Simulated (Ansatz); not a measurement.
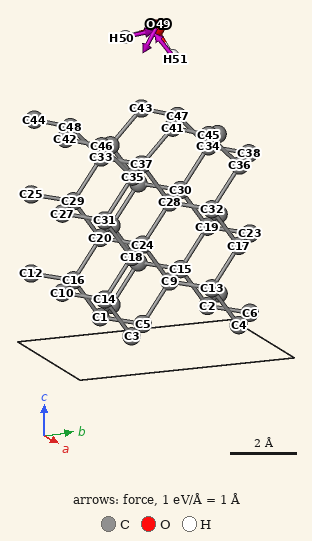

Starting geometry of a slab of composition H$_{2}$C$_{48}$O (cut from the Fd-3m phase) with the computed forces as purple arrows. Style: ball-and-stick. Shown: the cell of the calculation, outlined in the plane, without the vacuum (origin shifted), slightly off an axis.

Case: 1 H2O a cell, tilted, over a top C site. The slab is the (1 1 0) face of C with H2O on it. 24 atoms are held fixed.

All numbers below come from DFT PBE+D3(BJ), scalar-relativistic, plane waves, PAW in Ansatz 0.2.0. Set-up: plane-wave cutoff 420 eV; k-point mesh 3 × 2 × 1; occupations gaussian; smearing width 0.05 eV; no spin polarisation; dipole correction; atoms relaxed in a fixed cell; force threshold 0.04 eV/Å; at most 100 steps.

### Is this structure relaxed? If not, where do the atoms go?

It isn't relaxed: the largest force vector, on H atoms, is 0.91 eV/Å. The final displacements have little in common with the starting forces (cosine between the two patterns 0.19). After 17 accepted moves (22 points after the start) the energy has fallen by 0.156 eV per cell of the calculation. Largest force component: 0.88 eV/Å at the start, 0.0062 eV/Å at the end. The line search rejected the trial steps at points 4, 11, 16, 18 of the run. 1 step only repeated the SCF at the same geometry. The O atom moves most: 1.41 Å at 67° to the normal (−c side). By element the largest moves are O 1.41 Å, H 1.01 Å, C 0.02 Å. The lattice vectors keep their values. Among the contacts that change: H–O 0.990 → 0.971 Å, C–C 1.479 → 1.489 Å. Cost: 5.7 min on 4 threads of Intel(R) Xeon(R) 6975P-C (Granite Rapids) (shared host), peak memory 2.3 GiB.

Limits of the set-up: the k-point mesh is coarse for a cell with partly filled bands; the periodic images lie only 5.0 Å apart, so the values are limited by the cell's size.
